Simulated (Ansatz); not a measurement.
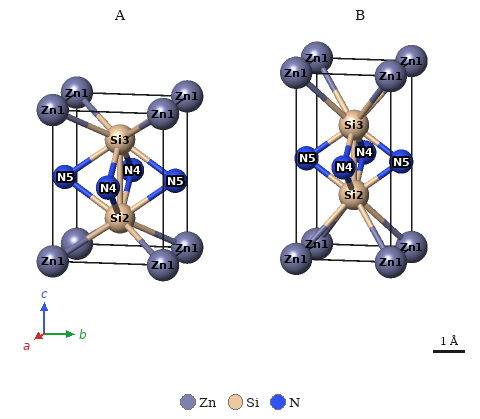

Two geometries of solid ZnSi₂N₂ (a generated structure, set up in P4/mmm) (coarse preliminary run), drawn at one scale. One is the start of a relaxation, the other its converged end. A ball-and-stick model of the cell of the calculation, seen slightly off an axis.

Computed with DFT PBE, scalar-relativistic, plane waves, PAW in Ansatz. Settings: plane-wave cutoff 420 eV; k-point mesh 4 × 4 × 4; occupations gaussian; smearing width 0.1 eV; no spin polarisation; cell and atoms relaxed; force threshold 0.04 eV/Å; at most 70 steps.

Which one is relaxed?

Structure B is the relaxed one. The largest moves relative to the cell, 0.45 Å, are those of Si2 and Si3. Si2 goes along +c. N and Zn stay in place. The volume changes by −9.4 %, with a = b 3.757 → 3.223 Å (−14.2 %), c 5.096 → 6.269 Å (+23.0 %). Among the contacts that change: Si2–Si3 2.446 → 3.916 Å, Si2–N4 2.299 → 1.995 Å, Si2–Si3 (another image) 2.650 → 2.353 Å, Zn1–Si2 2.924 → 3.005 Å. The space group stays P4/mmm (No. 123). Over 13 accepted moves (16 points after the start) the energy falls by 417 meV per atom. The largest force component goes from 2.8 to 0.0022 eV/Å. The pressure goes from −17.35 to 0.05 GPa. The line search rejected the trial step at point 9 of the run. The SCF was repeated twice at an unchanged geometry on a basis and grid sized afresh for the cell, which shifted the energy by 15.3 meV per atom at most. The run took 44 s on 1 thread of Intel(R) Xeon(R) Processor @ 2.70GHz, with other jobs on the host, peak memory 0.38 GiB.

Limits of the set-up: the k-point mesh is coarse for a cell with partly filled bands.
